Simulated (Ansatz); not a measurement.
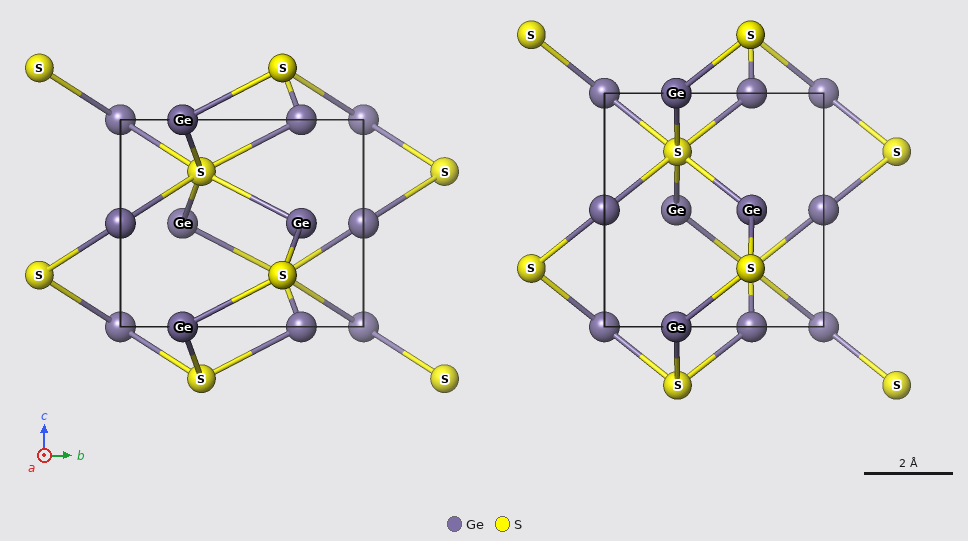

Two geometries of a crystal of Ge3S (a generated structure, set up in P6_322) (coarse preliminary run), drawn at one scale. One is the start of a relaxation, the other its converged end. A ball-and-stick model of the cell of the calculation, seen along the a axis.

Theory: Ansatz 0.2.0, DFT PBE, scalar-relativistic, plane waves, PAW. Settings: plane-wave cutoff 420 eV; k-point mesh 3 × 3 × 4; occupations gaussian; smearing width 0.1 eV; no spin polarisation; cell and atoms relaxed; force threshold 0.04 eV/Å; at most 70 steps.

> Which of the two is the end point?

The left one is the relaxed one. The largest moves relative to the cell, 0.46 Å, are those of Ge atoms. S stays in place. The drawn cell changes as follows: a = b 5.784 → 6.416 Å (+10.9 %), c 5.341 → 4.735 Å (−11.4 %); the volume changes by +9.1 %. Some distances before and after: Ge–S 2.359 → 2.700 Å. Bond angles that change, for instance: Ge–S–Ge 87.9° → 64.5°, S–Ge–S 130.0° → 109.0°, Ge–S–Ge 178.6° → 161.6°. The space group stays P6_322 (No. 182). The energy falls by 404 meV per atom in 5 accepted moves (6 points after the start). The largest force component goes from 1.6 to 0.014 eV/Å. The pressure goes from 12.89 to 0.24 GPa. At 1 point the geometry stayed and the basis and grid were re-selected for the new cell (energy shift of 3.1 meV per atom at most each time). Cost: 98 s on 1 thread of Intel(R) Xeon(R) Processor @ 2.50GHz (Skylake/Cascade Lake), on a shared host, peak memory 0.43 GiB.
